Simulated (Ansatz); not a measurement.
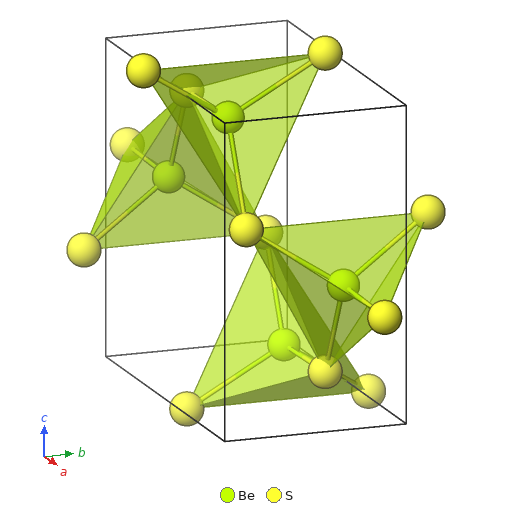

System: BeS, space group Pnma (No. 62) (cell built by us, not taken from a database). The picture shows the cell.

Input file:
```
crystal:
  lattice:
    - [6.2110542408, 0.0, 0.0]
    - [0.0, 3.495161834, 0.0]
    - [0.0, 0.0, 5.9563238308]
  atoms:
    - { symbol: Be, position: [0.8529097032, 0.75, 0.4098994878] }
    - { symbol: Be, position: [0.6470902968, 0.25, 0.9098994878] }
    - { symbol: Be, position: [0.3529097032, 0.75, 0.0901005122] }
    - { symbol: Be, position: [0.1470902968, 0.25, 0.5901005122] }
    - { symbol: S, position: [0.8003040509, 0.25, 0.5980624318] }
    - { symbol: S, position: [0.6996959491, 0.75, 0.0980624318] }
    - { symbol: S, position: [0.3003040509, 0.25, 0.9019375682] }
    - { symbol: S, position: [0.1996959491, 0.75, 0.4019375682] }
basis:
  ecutwfc: 420
kpoints:
  mp_grid: { grid: [4, 6, 4] }
hamiltonian:
  xc: pbe
scf:
  occupations: { method: fixed }
output:
  eigenvalues: true
phonons:
  method: dfpt
  dielectric: true
  rigid_motions: translations
  eigenvectors: true
  qmesh: [1, 2, 1]
  temperatures: { t_max: 1000, t_step: 100 }
  qpath:
    path:
      - [[0.0, 0.0, 0.0], [0.5, 0.0, 0.0], [0.5, 0.5, 0.0], [0.0, 0.5, 0.0], [0.0, 0.0, 0.0], [0.0, 0.0, 0.5], [0.5, 0.0, 0.5], [0.5, 0.5, 0.5], [0.0, 0.5, 0.5], [0.0, 0.0, 0.5]]
      - [[0.5, 0.0, 0.0], [0.5, 0.0, 0.5]]
      - [[0.0, 0.5, 0.0], [0.0, 0.5, 0.5]]
      - [[0.5, 0.5, 0.0], [0.5, 0.5, 0.5]]
    npoints: 8
```

Launched with:
```bash
ansatz run input.yaml --threads 1 --pin off --max-ram 2560MiB --backend cpu --events-out ev --progress --plain --runs-dir out
```

Calculation (Ansatz 0.2.0): harmonic phonon frequencies at the irreducible points of a q mesh with atoms at rest in the given cell, q in fractions of the reciprocal cell vectors, no long-range term at q = 0, imaginary frequencies are negative, the first points where there are many; plane waves with PAW datasets. Level: PBE, no spin polarisation.

```json
{"setting": "wave cutoff", "value": "420 eV"}
{"setting": "k mesh", "value": "4×6×4"}
{"setting": "occupations", "value": "fixed"}
{"setting": "pressure", "value": "0 GPa"}
{"setting": "phonon method", "value": "linear response"}
{"setting": "q mesh", "value": "1×2×1"}
```

What does the calculation give for the phonon frequencies at several wave vectors (in fractions of the reciprocal vectors of the given cell)?

No frequency is imaginary, so the structure is stable to these displacements at the wave vectors computed. The highest mode among the wave vectors computed lies at 636.0 cm⁻¹, at (0 0 0) (at the zone centre itself the field of polar modes is left out).

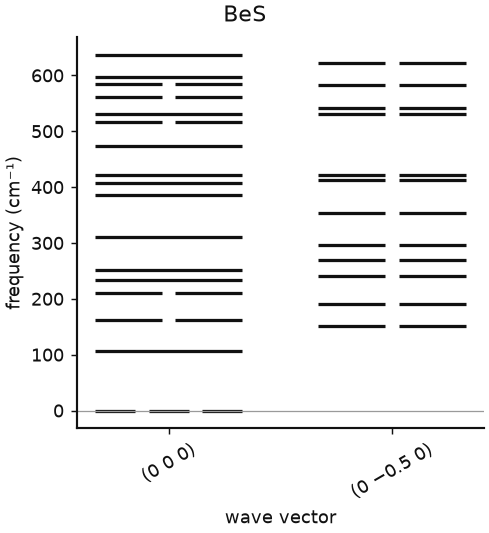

Imaginary frequencies are drawn as negative.

Keep in mind: field response not converged on the k mesh.
